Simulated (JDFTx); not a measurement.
## Band-structure run of Ge

- system: Ge (I4₁/amd, 2 atoms in the cell)
- method: Kohn-Sham DFT of a periodic cell, PBE, PseudoDojo-SR-PBE-0.5-standard, no spin polarisation (JDFTx 1.7.0 (patched build))

The structure derives from a Materials Project entry.

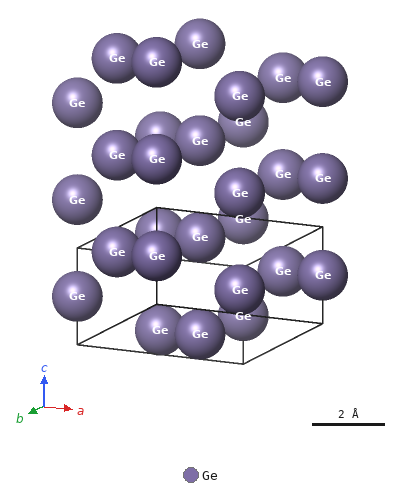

**Figure 1.** The input geometry (spheres-only view of the cell 2 times as large as that of the calculation, set on its symmetry axes, repeated 1 × 1 × 3, seen at an oblique angle).

Input:
```
lattice \
   -4.8650804796     4.8650804796     4.8650804796 \
    4.8650804796    -4.8650804796     4.8650804796 \
    2.6407271787     2.6407271787    -2.6407271787
coords-type Lattice
ion Ge     0.5000000000     0.5000000000     0.0000000000 1
ion Ge     0.2500000000     0.7500000000     0.5000000000 1

ion-species pseudo/Ge.upf
elec-cutoff 39 312
elec-ex-corr gga-PBE
elec-smearing Fermi 0.0018374661
elec-n-bands 21
electronic-minimize nIterations 30 energyDiffThreshold 1e-06
davidson-band-ratio 1.3
forces-output-coords Cartesian
include path.kpoints
symmetries none
fix-electron-density run.$VAR

dump-name bands.$VAR
dump End Ecomponents EigStats BandEigs Kpoints Forces
```

File path.kpoints:
```
kpoint +0.0000000000 +0.0000000000 +0.0000000000 0.020000000000
kpoint +0.0000000000 +0.0000000000 +0.1250000000 0.020000000000
kpoint +0.0000000000 +0.0000000000 +0.2500000000 0.020000000000
kpoint +0.0000000000 +0.0000000000 +0.3750000000 0.020000000000
kpoint +0.0000000000 +0.0000000000 +0.5000000000 0.020000000000
kpoint -0.1250000000 +0.1250000000 +0.5000000000 0.020000000000
kpoint -0.2500000000 +0.2500000000 +0.5000000000 0.020000000000
kpoint -0.3750000000 +0.3750000000 +0.5000000000 0.020000000000
kpoint -0.5000000000 +0.5000000000 +0.5000000000 0.020000000000
kpoint -0.4285714286 +0.4285714286 +0.4285714286 0.020000000000
kpoint -0.3571428571 +0.3571428571 +0.3571428571 0.020000000000
kpoint -0.2857142857 +0.2857142857 +0.2857142857 0.020000000000
kpoint -0.2142857143 +0.2142857143 +0.2142857143 0.020000000000
kpoint -0.1428571429 +0.1428571429 +0.1428571429 0.020000000000
kpoint -0.0714285714 +0.0714285714 +0.0714285714 0.020000000000
kpoint +0.0000000000 +0.0000000000 +0.0000000000 0.020000000000
kpoint +0.0404569765 +0.0404569765 -0.0404569765 0.020000000000
kpoint +0.0809139530 +0.0809139530 -0.0809139530 0.020000000000
kpoint +0.1213709295 +0.1213709295 -0.1213709295 0.020000000000
kpoint +0.1618279060 +0.1618279060 -0.1618279060 0.020000000000
kpoint +0.2022848825 +0.2022848825 -0.2022848825 0.020000000000
kpoint +0.2427418590 +0.2427418590 -0.2427418590 0.020000000000
kpoint +0.2831988355 +0.2831988355 -0.2831988355 0.020000000000
kpoint +0.3236558120 +0.3236558120 -0.3236558120 0.020000000000
kpoint +0.3089246496 +0.3089246496 -0.2089246496 0.020000000000
kpoint +0.2941934872 +0.2941934872 -0.0941934872 0.020000000000
kpoint +0.2794623248 +0.2794623248 +0.0205376752 0.020000000000
kpoint +0.2647311624 +0.2647311624 +0.1352688376 0.020000000000
kpoint +0.2500000000 +0.2500000000 +0.2500000000 0.020000000000
kpoint +0.1666666667 +0.3333333333 +0.1666666667 0.020000000000
kpoint +0.0833333333 +0.4166666667 +0.0833333333 0.020000000000
kpoint +0.0000000000 +0.5000000000 +0.0000000000 0.020000000000
kpoint -0.0809139530 +0.5440860470 +0.0809139530 0.020000000000
kpoint -0.1618279060 +0.5881720940 +0.1618279060 0.020000000000
kpoint -0.2427418590 +0.6322581410 +0.2427418590 0.020000000000
kpoint -0.3236558120 +0.6763441880 +0.3236558120 0.020000000000
kpoint -0.3589246496 +0.6410753504 +0.3589246496 0.020000000000
kpoint -0.3941934872 +0.6058065128 +0.3941934872 0.020000000000
kpoint -0.4294623248 +0.5705376752 +0.4294623248 0.020000000000
kpoint -0.4647311624 +0.5352688376 +0.4647311624 0.020000000000
kpoint -0.5000000000 +0.5000000000 +0.5000000000 0.020000000000
kpoint +0.0000000000 +0.0000000000 +0.5000000000 0.020000000000
kpoint +0.0312500000 +0.0312500000 +0.4687500000 0.020000000000
kpoint +0.0625000000 +0.0625000000 +0.4375000000 0.020000000000
kpoint +0.0937500000 +0.0937500000 +0.4062500000 0.020000000000
kpoint +0.1250000000 +0.1250000000 +0.3750000000 0.020000000000
kpoint +0.1562500000 +0.1562500000 +0.3437500000 0.020000000000
kpoint +0.1875000000 +0.1875000000 +0.3125000000 0.020000000000
kpoint +0.2187500000 +0.2187500000 +0.2812500000 0.020000000000
kpoint +0.2500000000 +0.2500000000 +0.2500000000 0.020000000000
```

Machine: 1 thread of Arm Neoverse V2, 24 GiB of memory available, shared host.

Launch command:
```bash
jdftx -c 1 -i bands.in -o bands.out
```

The program's output:
```
*************** JDFTx 1.7.0 (patched build) ***************

Input parsed successfully to the following command list (including defaults):
[... the input with its defaults ...]

---------- Initializing the Grid ----------
R =
[     -4.86508      4.86508      4.86508  ]
[      4.86508     -4.86508      4.86508  ]
[      2.64073      2.64073     -2.64073  ]
unit cell volume = 250.014
G =
[  -3.95e-19   0.645743    1.18967  ]
[   0.645743  -3.95e-19    1.18967  ]
[   0.645743   0.645743 -3.30937e-18  ]
Minimum fftbox size, Smin = [  60  60  60  ]
Chosen fftbox size, S = [  60  60  60  ]

---------- Initializing tighter grid for wavefunction operations ----------
R =
[     -4.86508      4.86508      4.86508  ]
[      4.86508     -4.86508      4.86508  ]
[      2.64073      2.64073     -2.64073  ]
unit cell volume = 250.014
G =
[  -3.95e-19   0.645743    1.18967  ]
[   0.645743  -3.95e-19    1.18967  ]
[   0.645743   0.645743 -3.30937e-18  ]
Minimum fftbox size, Smin = [  44  44  44  ]
Chosen fftbox size, S = [  48  48  48  ]

---------- Exchange Correlation functional ----------
Initalized PBE GGA exchange.
Initalized PBE GGA correlation.

---------- Setting up pseudopotentials ----------
Width of ionic core gaussian charges (only for fluid interactions / plotting) set to 0

Reading pseudopotential file 'pseudo/Ge.upf':
  'Ge' pseudopotential, 'PBE' functional
  Generated using ONCVPSP code by D. R. Hamann
  14 valence electrons, 3 orbitals, 6 projectors, 1001 radial grid points, with lMax = 2
    3D    l: 2   occupation: 10.0   eigenvalue: -1.077154
    4S    l: 0   occupation:  2.0   eigenvalue: -0.431124
    4P    l: 1   occupation:  2.0   eigenvalue: -0.143154
  Core radius for overlap checks: 1.83 bohrs.

Initialized 1 species with 2 total atoms.

Folded 50 k-points by 1x1x1 to 50 k-points.

---------- Setting up k-points, bands, fillings ----------
No reducable k-points.
Computing the number of bands and number of electrons
Calculating initial fillings.
nElectrons:  28.000000   nBands: 21   nStates: 50

----- Setting up reduced wavefunction bases (one per k-point) -----
average nbasis = 2911.040 , ideal nbasis = 2908.402

---------- Setting up ewald sum ----------
Optimum gaussian width for ewald sums = 2.219675 bohr.
Real space sum over 1859 unit cells with max indices [  6  6  5  ]
Reciprocal space sum over 3375 terms with max indices [  7  7  7  ]

---------- Allocating electronic variables ----------
Reading n from file 'run.n' ... done
Initializing wave functions:  linear combination of atomic orbitals
Note: number of bands (21) exceeds available atomic orbitals (18)

----------- Band structure minimization -------------
Minimization will be done independently for each quantum number.

---- Minimization of quantum number:     0  [ +0.0000000 +0.0000000 +0.0000000 ]  0.040000000 ----
BandDavidson: Iter:   0  Eband: +0.134729963095951
BandDavidson: Iter:   1  Eband: +0.080708424813031  dEband: -5.402154e-02
BandDavidson: Iter:   2  Eband: +0.075372302253185  dEband: -5.336123e-03
BandDavidson: Iter:   3  Eband: +0.074327025030063  dEband: -1.045277e-03
[... 664 lines of inner loops ...]
BandDavidson: Iter:   6  Eband: +0.051416032908285  dEband: -3.695940e-06
BandDavidson: Iter:   7  Eband: +0.051415052337919  dEband: -9.805704e-07
BandDavidson: Converged (dEband<1.000000e-06)
	FillingsUpdate:  mu: +0.455729936  nElectrons: 28.000000
WARNING: these k-points are no uniform mesh, so that mu and the fillings of partly filled bands are only those of these points: take mu from the calculation that made the density or potential.

Dumping 'bands.eigStats' ...
	eMin: -0.456329 at state 15 ( [ +0.000000 +0.000000 +0.000000 ] spin 0 )
	HOMO: +0.441822 at state 2 ( [ +0.000000 +0.000000 +0.250000 ] spin 0 )
	mu  : +0.455730
	LUMO: +0.456557 at state 45 ( [ +0.125000 +0.125000 +0.375000 ] spin 0 )
	eMax: +1.069856 at state 8 ( [ +0.500000 +0.500000 +0.500000 ] spin 0 )
	HOMO-LUMO gap: +0.014734
	Optical gap  : +0.043655 at state 19 ( [ +0.161828 +0.161828 -0.161828 ] spin 0 )
Done!
```

Results in brief:

```tsv
quantity	value
outcome	converged
space group (tolerance 0.01 Å)	I4₁/amd (141)
electrons treated	28
Fermi energy	12.405 eV
gap on the band path	0.00 eV
wall time	46 s
peak memory	0.11 GiB
```
